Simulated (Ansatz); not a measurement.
## Single-point calculation of KF

The run: single-point calculation of KF (4 atoms in the cell). Method and program: independent-particle optics of LDA bands, plane waves, PAW, no spin polarisation (Ansatz 0.2.0).

The structure was built on a prototype by a generator. The geometry comes from this level: r2SCAN.

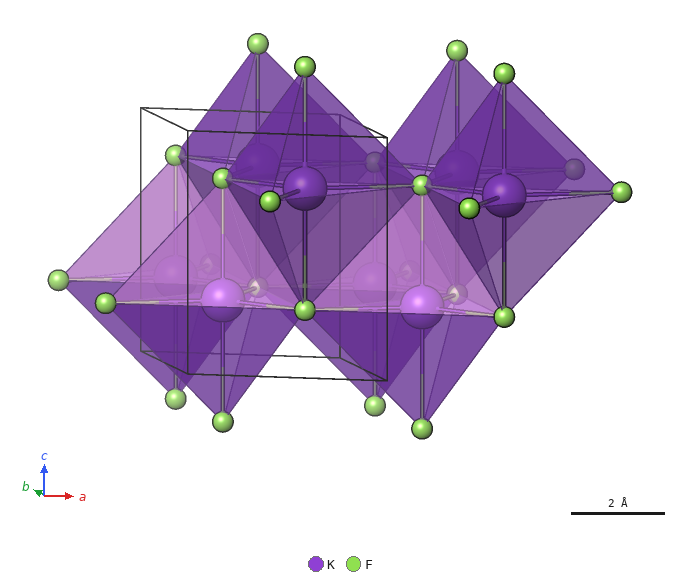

The input geometry (polyhedral view of the cell of the calculation, repeated 2 × 2 × 1, seen slightly off an axis; polyhedra are completed across the faces of the cell).

## The input
```yaml
crystal:
  lattice:
    - [4.4847157331, 0.0, 0.0]
    - [-2.2423578666, 3.8838777536, 0.0]
    - [0.0, 0.0, 5.2716949952]
  atoms:
    - { symbol: K, position: [0.3333333333, 0.6666666667, 0.25] }
    - { symbol: K, position: [0.6666666667, 0.3333333333, 0.75] }
    - { symbol: F, position: [0.6666666667, 0.3333333333, 0.25] }
    - { symbol: F, position: [0.3333333333, 0.6666666667, 0.75] }
kpoints:
  mp_grid: { grid: [6, 6, 4] }
hamiltonian:
  xc: lda
scf:
  occupations: { method: fixed }
output:
  optics: { e_range: [0, 21], de: 0.05, sigma: 0.1, bands: auto }
```

Run on 4 threads of Arm Neoverse V2, 24 GiB of memory available, shared host.

Run as:
```bash
ansatz run input.yaml --threads 4 --pin off --max-ram 3686MiB --backend cpu --events-out ev --progress --plain --runs-dir out
```

## Log
```
Engine: ansatz 0.2.0, aarch64-unknown-linux-gnu
Pseudopotentials: kind: paw
Pseudopotential: K, paw, valence charge 9, recommended cutoff 420 eV (normal), K.paw.azcp
Pseudopotential: F, paw, valence charge 7, recommended cutoff 420 eV (normal), F.paw.azcp
Functional definition: SPW92
  exchange = slater_x
  correlation = pw_c
Crystal: 4 atoms, lattice volume = 91.823 Å³
Basis set: ecut = 420 eV, 1835 PW (Γ)
Bands: 20, of which v1, the nominal top of the filled ones, is band 16 counted from 1 (15 counted from 0)
Symmetry: 24 space group operations
Space group: P63/mmc (ITA 194), of the structure as read, at distance tolerance 4.5e-5 Å
k-points: 21 of 144
Non-local potential: K, projectors of the file, l = 0: 3, l = 1: 2, l = 2: 2
Non-local potential: F, projectors of the file, l = 0: 2, l = 1: 2, l = 2: 1
PAW form: soft (Blöchl's): semilocal exchange-correlation on the pseudo side does not see the compensation charge
PAW frozen core: K, regenerated for the run's functional, and the local potential with it (the file was generated under x = pbe(κ = 0.804, μ = 0.2195149727645171), c = pbe(β = 0.06672455060314922))
PAW frozen core: F, regenerated for the run's functional, and the local potential with it (the file was generated under x = pbe(κ = 0.804, μ = 0.2195149727645171), c = pbe(β = 0.06672455060314922))
PAW one-centre angular grid: K, 110 points (default); XC on 64 Gauss nodes
PAW one-centre angular grid: F, 110 points (default); XC on 64 Gauss nodes
Initial density: superposition of atomic densities (neutral atoms: chi_scale 0, normalization atom), corrected by the library's trained network
Initial wavefunctions: pseudopotential atomic-orbital guess
Functional: x = slater, c = lda
SCF iter   1: F=—  HF=-4585.255362 eV  |F-HF|=—  |Δ(HF+E_count)|=         —  Δρ=1.34e-2  dr2=1.19e-1  ethr=1.77e-3  ⟨swp⟩=4.7  Hψ=1878  notcnv=0  defer=37
preconditioner: auto → Resta (q_TF=auto, 2.289 Å⁻¹)  ε∞=2.8  [insulator: Δε(μ)=4.843 eV  Ē_g=15.402 eV  n_scr=20 (ndim 8)  ℏωp=20.5 eV  f_vac=0.265  ε∞_Penn≈2.8]
SCF iter   2: F=—  HF=-4585.225827 eV  |F-HF|=—  |Δ(HF+E_count)|=   2.95e-2  Δρ=5.58e-3  dr2=1.17e-2  ethr=3.73e-4  ⟨swp⟩=2.0  Hψ=923  notcnv=0  defer=39
SCF iter   3: F=—  HF=-4585.222571 eV  |F-HF|=—  |Δ(HF+E_count)|=   3.26e-3  Δρ=1.90e-3  dr2=1.73e-3  ethr=3.64e-5  ⟨swp⟩=2.0  Hψ=756  notcnv=0  defer=42
SCF iter   4: F=—  HF=-4585.222074 eV  |F-HF|=—  |Δ(HF+E_count)|=   4.97e-4  Δρ=2.58e-4  dr2=5.18e-5  ethr=5.39e-6  ⟨swp⟩=3.0  Hψ=664  notcnv=0  defer=42
SCF iter   5: F=—  HF=-4585.222071 eV  |F-HF|=—  |Δ(HF+E_count)|=   3.03e-6  Δρ=4.27e-5  dr2=1.36e-6  ethr=1.62e-7  ⟨swp⟩=2.0  Hψ=720  notcnv=0  defer=5
SCF iter   6: F=—  HF=-4585.222071 eV  |F-HF|=—  |Δ(HF+E_count)|=   4.01e-7  Δρ=1.16e-5  dr2=1.13e-7  ethr=4.25e-9  ⟨swp⟩=2.3  Hψ=599  notcnv=0
SCF iter   7: F=—  HF=-4585.222071 eV  |F-HF|=—  |Δ(HF+E_count)|=   4.53e-8  Δρ=3.10e-6  dr2=6.62e-9  ethr=3.52e-10  ⟨swp⟩=2.0  Hψ=698  notcnv=0
SCF iter   8: F=—  HF=-4585.222071 eV  |F-HF|=—  |Δ(HF+E_count)|=   2.74e-9  Δρ=5.53e-7  dr2=2.32e-10  ethr=2.07e-11  ⟨swp⟩=2.0  Hψ=554  notcnv=0
SCF iter   9: F=-4585.222071 eV  HF=-4585.222071 eV  |F-HF|=1.82e-12  |Δ(HF+E_count)|=  1.69e-10  Δρ=3.17e-8  dr2=1.46e-12  ethr=1.00e-12  ⟨swp⟩=3.3  Hψ=1664  notcnv=0
SCF 1 converged in 9 iterations: F = -4585.222071 eV  dr2 = 1.46e-12
  greatest PAW one-centre occupation: 0.985 electrons in one spin orbital (limit 2), on the K atom at site 1 (counted from 0), in its partial waves of l = 0
```

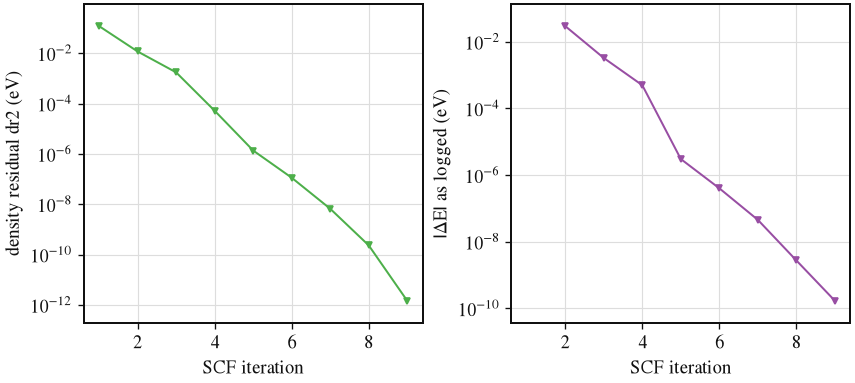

Convergence of the self-consistent field: density residual dr2 and size of the energy change against the SCF iteration. The residual falls at every step.

```
NSCF: frozen V_eff on 21 k-points
Optics k sum: 0 of 21 k-points
Optics k sum: 2 of 21 k-points
Optics k sum: 3 of 21 k-points
Optics k sum: 4 of 21 k-points
Optics k sum: 5 of 21 k-points
Optics k sum: 6 of 21 k-points
Optics k sum: 7 of 21 k-points
Optics k sum: 8 of 21 k-points
Optics k sum: 9 of 21 k-points
Optics k sum: 10 of 21 k-points
Optics k sum: 11 of 21 k-points
Optics k sum: 12 of 21 k-points
Optics k sum: 13 of 21 k-points
Optics k sum: 14 of 21 k-points
Optics k sum: 15 of 21 k-points
Optics k sum: 16 of 21 k-points
Optics k sum: 17 of 21 k-points
Optics k sum: 18 of 21 k-points
Optics k sum: 19 of 21 k-points
Optics k sum: 20 of 21 k-points
Optics k sum: 21 of 21 k-points
Optics k sum: 0 of 21 k-points
Optics k sum: 2 of 21 k-points
Optics k sum: 3 of 21 k-points
Optics k sum: 4 of 21 k-points
Optics k sum: 5 of 21 k-points
Optics k sum: 6 of 21 k-points
Optics k sum: 7 of 21 k-points
Optics k sum: 8 of 21 k-points
Optics k sum: 9 of 21 k-points
Optics k sum: 10 of 21 k-points
Optics k sum: 11 of 21 k-points
Optics k sum: 12 of 21 k-points
Optics k sum: 13 of 21 k-points
Optics k sum: 14 of 21 k-points
Optics k sum: 15 of 21 k-points
Optics k sum: 16 of 21 k-points
Optics k sum: 17 of 21 k-points
Optics k sum: 18 of 21 k-points
Optics k sum: 19 of 21 k-points
Optics k sum: 20 of 21 k-points
Optics k sum: 21 of 21 k-points
output.optics: what the bands over the 76 summed would add to eps1, eps2 and the energy-loss function is held between a lower and an upper bound (7 Lanczos steps). eps1, eps2 and their loss function (loss_summed_bands) are given on every row as the summed bands alone make them. Along an axis, on a row where the two bounds hold the loss function to about 1 % of the greater of itself and 0.5 % of |1/eps|, its cell (loss_completed) is given, with the completed eps1 and eps2 that it is formed of (a cell that is left empty reads nan in the table and null in the record). The two bounds hold it so along every axis on all 421 rows up to 21.000 eV. The run works to bound the rows up to 28.497 eV and no higher ones: a peak of the loss function over that energy may be left empty with no warning. To have the run work for it, set output.optics.bands.spectra_wanted_up_to to a higher energy. perfect_screening_sum, loss_f_sum_n_eff and, beside carriers, perfect_screening_limit are those of loss_summed_bands: over the bounded function the two sums would run over rows that are not all bounded, and lack what the bands left out lay past the top of the energy grid. Bounded is said of the bands left out alone, which are those that the basis at basis.ecutwfc holds: it says nothing of that cutoff, of the k-point mesh, of what the sum inside its cells errs by (eps2_relative_error), of the factors of all_electron_strengths, nor of how far the SCF is converged. The bands left out are taken at the k-points, and what their mean over the points' cells stands off that by is in neither bound: the run's estimate of it, which the test of a row counts in, is 0.02 % of |eps| at the most among the values given; where the mean stood off by over 0.5 % the points' spread read 0.1 to 3 times that
SCF converged after 9 iterations
Free energy (F): -4585.222071 eV
Harris-Foulkes:  -4585.222071 eV  (|F-HF|=1.82e-12)
Internal energy: -4585.222071 eV  (E = F + TS)
E sigma→0 (E₀):  -4585.222071 eV
Fermi energy:    -0.219596 eV
--- Per-component energies (eV) ---
  E_band       = -299.356020
  E_kinetic    = 919.005020
  E_local      = -2610.193166  (includes V_loc(G=0)·N_el)
  E_nonlocal   = 182.029342
  E_hartree    = 967.559337
  E_xc         = -423.370187
  E_vxc        = -530.868109  (∫ρ·V_xc dr)
  E_paw        = -1859.897767  (= ΣΔE_a)
  E_vpaw       = -194.451836  (= ΣTr[D̂ρ^β])
  E_aug_tail   = 0.004019  (compensation charges beyond the density's cutoff)
  E_ewald      = -1761.100172
  E_core_change = 0.741503  (= ΣΔE_core)
  E_smearing   = -0.000000  (= −TS)
  E_closure    = 0.000000  (closes the sum)
  Σ components = -4585.222071   (vs F -4585.222071, Δ=0.00e0)
--- Band table (eV; the first three rows and the last of 21) ---
  k-point 0: bands = ["-25.9596", "-25.8358", "-18.4894", "-18.4626", "-9.9634", "-9.7170", "-9.7170", "-9.5163", "-9.5163", "-9.4055", "-0.5437", "-0.5437", "-0.5312", "-0.5312", "-0.3750", "-0.2196", "4.9274", "9.5672", "10.1063", "10.1063"]
  k-point 1: bands = ["-25.9400", "-25.8523", "-18.5022", "-18.4827", "-9.8082", "-9.6869", "-9.6869", "-9.5449", "-9.5449", "-9.4074", "-0.5582", "-0.5572", "-0.5572", "-0.5475", "-0.5475", "-0.4840", "5.4048", "8.1594", "10.1948", "10.1948"]
  k-point 2: bands = ["-25.8946", "-25.8946", "-18.5088", "-18.5088", "-9.6152", "-9.6152", "-9.6152", "-9.6152", "-9.5298", "-9.5298", "-0.7344", "-0.7344", "-0.5673", "-0.5673", "-0.5673", "-0.5673", "6.5688", "6.5688", "10.5821", "10.5821"]
  k-point 20: bands = ["-25.8755", "-25.8755", "-18.5764", "-18.5764", "-9.7185", "-9.7185", "-9.6052", "-9.6052", "-9.4105", "-9.4105", "-0.8877", "-0.8877", "-0.5318", "-0.5318", "-0.3833", "-0.3833", "7.5379", "7.5379", "9.9523", "9.9523"]
```

## File optics_head.txt
```
# E[eV]	eps2_xx	eps2_yy	eps2_zz	eps2_xy	eps2_xz	eps2_yz	eps1_xx	eps1_yy	eps1_zz	eps1_xy	eps1_xz	eps1_yz	loss_summed_bands_xx	loss_summed_bands_yy	loss_summed_bands_zz	eps1_completed_xx	eps1_completed_yy	eps1_completed_zz	eps2_completed_xx	eps2_completed_yy	eps2_completed_zz	loss_completed_xx	loss_co
# format = ansatz-optics/6
# eps_inf(xx yy zz) = 1.978396 1.978396 1.975867
# eps_inf_bands = all
# eps_inf_summed_bands(xx yy zz) = 1.951880 1.951880 1.949278
# eps_inf_completed(xx yy zz) = 1.978396 1.978396 1.975867
# k_sum = mesh_cells
# eps2_relative_error = 0.0006
# eps_inf_relative_error = 0.0038
# f_sum_n_eff(xx yy zz) = 19.913148 19.913148 19.884579 of n_electrons = 32.000000
# f_sum_n_eff_momentum_only(xx yy zz) = 19.642111 19.642111 19.624455
# loss_f_sum_n_eff(xx yy zz) = 19.913155 19.913155 19.884774
# perfect_screening_sum(xx yy zz) = 0.487673 0.487673 0.486989
# perfect_screening_sum_on_rows(xx yy zz) = 0.487673 0.487673 0.486989
# the maxima of the summed bands' own loss function (the loss_summed_bands columns) are measured between the rows too: peak_sampling_summed_bands says what part of their heights the rows count for, and missed_extrema_summed_bands lists those of which they count for under four fifths, the half width
# peak_sampling_summed_bands_xx(least_part_sampled least_sampled_at_ev n_extrema n_missed) = 9.911496e-1 8.728656136086437 15 0
# peak_sampling_summed_bands_yy(least_part_sampled least_sampled_at_ev n_extrema n_missed) = 9.911496e-1 8.728656136086439 15 0
# peak_sampling_summed_bands_zz(least_part_sampled least_sampled_at_ev n_extrema n_missed) = 9.917936e-1 11.662813631886358 14 0
# peak_sampling_completed and missed_extrema_completed say the same of the loss function that is bounded in the bands left out (the loss_completed columns), of its maxima between two points that are bounded alone
# peak_sampling_completed_xx(least_part_sampled least_sampled_at_ev n_extrema n_missed) = 9.904127e-1 8.727769491413687 15 0
# peak_sampling_completed_yy(least_part_sampled least_sampled_at_ev n_extrema n_missed) = 9.904127e-1 8.727769491413687 15 0
# peak_sampling_completed_zz(least_part_sampled least_sampled_at_ev n_extrema n_missed) = 9.940688e-1 13.428743207563024 14 0
# n_bands = 76
# n_bands_set_by = photon_energy
# the loss_summed_bands columns' heights are not shown to be converged in n_bands (drawn for output.optics.bands)
# valid_up_to_ev = 40.383085
# least_direct_gap_ev = 5.147018e0 at k(fractional) = 0.000000 0.000000 0.000000, k_point = 0, channel = 0, bands = 15 16 (counted from 0)
# evaluated_top_ev = 69.550000
# all_electron_strengths = true
# band_completion = completed
# the eps1, eps2 and loss_summed_bands columns, and eps_inf_summed_bands or eps1_interband_at_0, are the summed bands' own on every row. eps_inf is eps_inf_completed where that is given along all three axes. loss_summed_bands is the loss function of that eps1 and eps2 (beside carriers the total's).
# response = whole
# tolerance = 0.01
# method = lanczos_chains
# lanczos_steps = 7
# chains_run = together
# ended_by = wanted_rows_settled
# boundable_up_to_ev = 40.383075
# wanted_up_to_ev = 28.497074
# the run works to bound the rows up to wanted_up_to_ev and no higher ones, so that a peak of the completed columns over that energy may read nan with no warning: a higher spectra_wanted_up_to under output.optics.bands (a deck at auto types it in the place of auto) has the run work for it too
# change_inside_cells = 0.0002 (estimated)
# the bands left out are taken at the k-points, and what their mean over the points' cells stands off that by is in neither bound: this much, as a part of |eps| at the most among the values given, which the test of a row counts in (under method = linear_solves it holds an estimate of how far a sum a
# bound_at_0(xx yy zz) = bounded bounded bounded
# rows_by_bound_xx(bounded bounds_too_wide limited_by_band_error limited_by_mesh_spread above_boundable_range not_finite) = 421 0 0 0 0 0
# rows_by_bound_yy(bounded bounds_too_wide limited_by_band_error limited_by_mesh_spread above_boundable_range not_finite) = 421 0 0 0 0 0
# rows_by_bound_zz(bounded bounds_too_wide limited_by_band_error limited_by_mesh_spread above_boundable_range not_finite) = 421 0 0 0 0 0
# bounded_ranges_ev_xx = 0.000000-21.000000
# bounded_ranges_ev_yy = 0.000000-21.000000
# bounded_ranges_ev_zz = 0.000000-21.000000
```

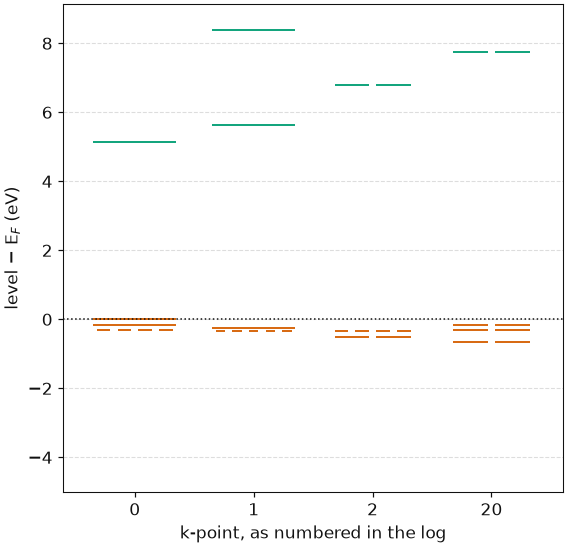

Kohn–Sham levels near the Fermi level (dotted) at the few k-points that the log prints; levels within 0.02 eV of each other stand side by side. Among these points the highest filled and lowest empty levels are 5.15 eV apart, which is the gap on the mesh.

## Key numbers

| quantity | value |
| --- | --- |
| outcome | converged |
| space group (tolerance 0.01 Å) | P6₃/mmc (194) |
| electrons treated | 32 |
| free energy | −4585.2221 eV |
| Fermi energy | −0.220 eV |
| gap on the k-point mesh | 5.15 eV |
| wall time | 26 s (CPU time 99 s) |
| peak memory | 0.85 GiB |
